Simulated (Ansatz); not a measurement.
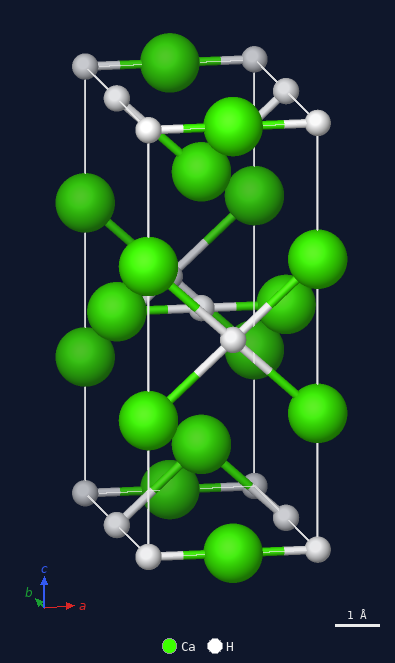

The crystal in a ball-and-stick representation, seen slightly off an axis. The frame is the conventional unit cell; atoms at its boundary are shown with their periodic copies. Cell: a = 3.94 Å, b = 7.11 Å, c = 9.94 Å, α = 90.00°, β = 90.00°, γ = 90.00°.

The initial geometry was a random cell made by a generator, so it need not be a real form of the compound. Earlier steps of the study may have refined or changed the cell and positions. It was run through Ansatz as a DFT input.

What can be read from this drawing?

Answer. It has the composition Ca₃H₂. Its lattice is body-centred orthorhombic, its space group Immm (No. 71). The cell comprises 2 formula units: 6 Ca, 4 H. Every Ca atom has two H at about 2.0 to 2.7 Å as neighbours. H takes two kinds of site: 2d with four Ca in a distorted square planar arrangement at about 2.7 Å; 2a with two Ca in a linear arrangement at about 2.0 Å. The bonds build CaH and Ca2H chains along [100].

Setup: DFT PBE, scalar-relativistic, plane waves, PAW in Ansatz 0.2.0; an energy cutoff of 420 eV, k-points about 0.15 Å⁻¹ apart, Gaussian smearing of 0.1 eV, no spin polarisation.

What does the calculation say: metal or gapped?

Answer. A metal: bands cross the Fermi level.

State the Bader charges by element.

Answer. Ca +0.09 to +0.84 e; H -0.91 to -0.85 e.

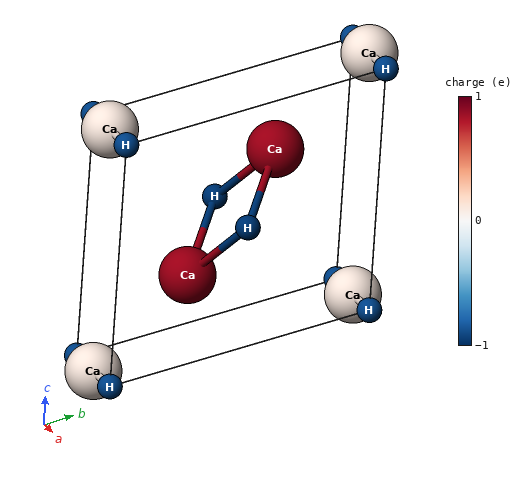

The atoms coloured by those charges. The run's cell of 5 atoms is drawn in a reduced setting, so axes and origin can differ from the first picture.

Can this geometry be taken as optimised?

Answer. Yes. All forces vanish to within 0.01 eV/Å. The pressure is 0.0 GPa, close to zero.
